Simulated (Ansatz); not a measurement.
## Energy of Ti along a strain of the cell

System: Ti (Cmcm, 2 atoms in the cell).
Method: DFT PBEsol, scalar-relativistic, plane waves, PAW, no spin polarisation (Ansatz 0.2.0).

The 5 runs differ only in the geometry, by a strain of the cell at fixed fractional positions. Against run 3, the strain is εxx = −0.99 η and εyy = η. The structure derives from an entry of the Crystallography Open Database.

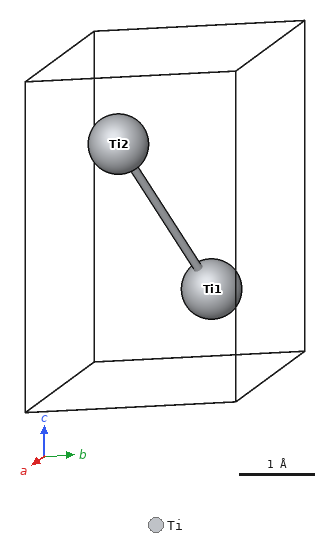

Figure 1. The structure of run 3 (ball-and-stick view of the cell of the calculation, seen slightly off an axis; atoms are numbered from 1 in the order of the input). An atom can appear more than once, as a periodic image.

## Input of run 3
```yaml
crystal:
  lattice:
    - [2.9149373764, 0.0, 0.0]
    - [-1.4574686882, 2.4992913128, 0.0]
    - [0.0, 0.0, 4.5909904469]
  atoms:
    - { symbol: Ti, position: [0.3333333333, 0.6666666667, 0.25] }
    - { symbol: Ti, position: [0.6666666667, 0.3333333333, 0.75] }
basis:
  ecutwfc: 420
kpoints:
  mp_grid: { grid: [24, 24, 14] }
hamiltonian:
  xc: pbesol
scf:
  occupations: { method: gaussian, width: 0.15 }
output:
  forces: true
  stress: true
  eigenvalues: true
  write_density: true
  write_potential: true
  elf: true
  volumetric_format: npy
```

Command:
```bash
ansatz run input.yaml --threads 1 --pin off --max-ram 2560MiB --backend cpu --events-out ev --progress --plain --runs-dir out
```

Lattice vectors (Å) and fractional positions of run 3:
```
   2.914937    0.000000    0.000000
  -1.457469    2.499291    0.000000
   0.000000    0.000000    4.590990
Ti  0.333333  0.666667  0.250000
Ti  0.666667  0.333333  0.750000
```

Run 2 differs from it as follows:
```diff
-    - [2.9149373764, 0.0, 0.0]
-    - [-1.4574686882, 2.4992913128, 0.0]
+    - [2.9294395524, 0.0, 0.0]
+    - [-1.4647197762, 2.4867320599, 0.0]
```

## Results, with one run withheld

| run | strain parameter η (%) | free energy per atom, from the lowest run given (meV) | pressure (GPa) |
| --- | --- | --- | --- |
| 1 | −1.5075 | 5.06 | 0.11 |
| 2 | −0.5025 | ? | ? |
| 3 | 0.0000 | 0.00 | 0.04 |
| 4 | 2.0101 | 2.80 | 0.07 |
| 5 | 2.5126 | 5.24 | 0.11 |

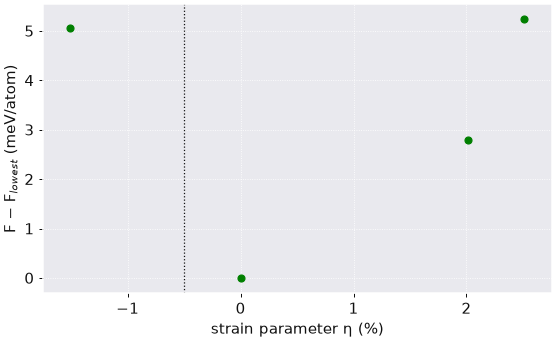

Figure 2. Free energy per atom of the runs given; the dotted line marks run 2.

Estimate the energy of run 2 from the others.

A quadratic polynomial in the coordinate, fitted to the 4 runs given, misses them by at most 0.01 meV per atom. With x = η − 0.7538, it reads F = −0.23185 + 0.72253 x + 1.3549 x² (meV per atom). At run 2 it gives 1.00 meV per atom, and the run itself gives 1.03. The fit has its minimum at η = 0.4872 %.

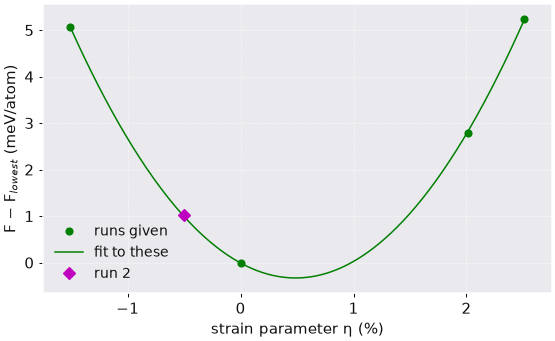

Figure 3. The fit and the withheld run.

## Output, shortened to warnings, some set-up lines, iterations and results (run 2)
```
Basis set: ecut = 420 eV, 639 PW (Γ), exchange–correlation on 40×40×64 points (8 copies of the dense FFT grid, shifted against one another)
Symmetry: 8 space group operations
k-points: 1256 of 8064
Initial density: superposition of atomic densities (neutral atoms: chi_scale 0, normalization atom), corrected by the library's trained network
[...]
SCF iter   1: F=—  HF=-4947.807668 eV  |F-HF|=—  |Δ(HF+E_count)|=         —  Δρ=8.31e-3  dr2=1.75e-2  ethr=1.77e-3  ⟨swp⟩=3.3  Hψ=77864  notcnv=0
SCF iter   2: F=—  HF=-4947.802546 eV  |F-HF|=—  |Δ(HF+E_count)|=   5.12e-3  Δρ=3.73e-3  dr2=3.66e-3  ethr=7.30e-5  ⟨swp⟩=1.2  Hψ=31414  notcnv=0
SCF iter   3: F=—  HF=-4947.801514 eV  |F-HF|=—  |Δ(HF+E_count)|=   1.03e-3  Δρ=3.38e-4  dr2=1.19e-5  ethr=1.53e-5  ⟨swp⟩=3.0  Hψ=37268  notcnv=0
SCF iter   4: F=—  HF=-4947.801490 eV  |F-HF|=—  |Δ(HF+E_count)|=   2.32e-5  Δρ=3.90e-5  dr2=1.55e-7  ethr=4.94e-8  ⟨swp⟩=2.0  Hψ=33295  notcnv=0
SCF iter   5: F=-4947.801491 eV  HF=-4947.801491 eV  |F-HF|=1.12e-8  |Δ(HF+E_count)|=   2.60e-7  Δρ=8.40e-6  dr2=1.47e-8  ethr=6.47e-10  ⟨swp⟩=2.7  Hψ=36867  notcnv=0
SCF iter   6: F=-4947.801491 eV  HF=-4947.801491 eV  |F-HF|=2.97e-10  |Δ(HF+E_count)|=   6.56e-9  Δρ=1.27e-6  dr2=3.81e-10  ethr=6.13e-11  ⟨swp⟩=4.0  Hψ=100556  notcnv=0
SCF 1 converged in 6 iterations: F = -4947.801491 eV  dr2 = 3.81e-10
SCF converged after 6 iterations
Free energy (F): -4947.801491 eV
Harris-Foulkes:  -4947.801491 eV  (|F-HF|=2.97e-10)
Internal energy: -4947.778521 eV  (E = F + TS)
E sigma→0 (E₀):  -4947.790006 eV
Entropy (-TS):   -0.022970 eV (-11.485 meV/atom)
Fermi energy:    13.857639 eV
--- Per-component energies (eV) ---
  E_band       = -300.036585
  E_kinetic    = 546.145024
  E_local      = -1584.864727  (includes V_loc(G=0)·N_el)
  E_nonlocal   = 18.793467
  E_hartree    = 652.400880
  E_xc         = -193.883642
  E_vxc        = -243.652491  (∫ρ·V_xc dr)
  E_paw        = -2045.126319  (= ΣΔE_a)
  E_vpaw       = -341.258989  (= ΣTr[D̂ρ^β])
  E_aug_tail   = 0.000214  (compensation charges beyond the density's cutoff)
  E_ewald      = -2341.522186
  E_core_change = 0.278769  (= ΣΔE_core)
  E_smearing   = -0.022970  (= −TS)
  E_closure    = 0.000000  (closes the sum)
  Σ components = -4947.801491   (vs F -4947.801491, Δ=0.00e0)
--- Forces (eV/Å), atoms counted from 1 ---
  atom   1  Ti     0.00000000    -0.05682813    -0.00000000
  atom   2  Ti     0.00000000     0.05682813     0.00000000
  max |Σ_I F_I| component: 6.94e-18 eV/Å
--- Stress (GPa, compression-positive) ---
       -1.220156       0.000000      -0.000000
        0.000000       1.391896       0.000000
       -0.000000       0.000000      -0.020911
  P = ⅓ Tr σ = 0.0503 GPa (0.503 kbar)
```
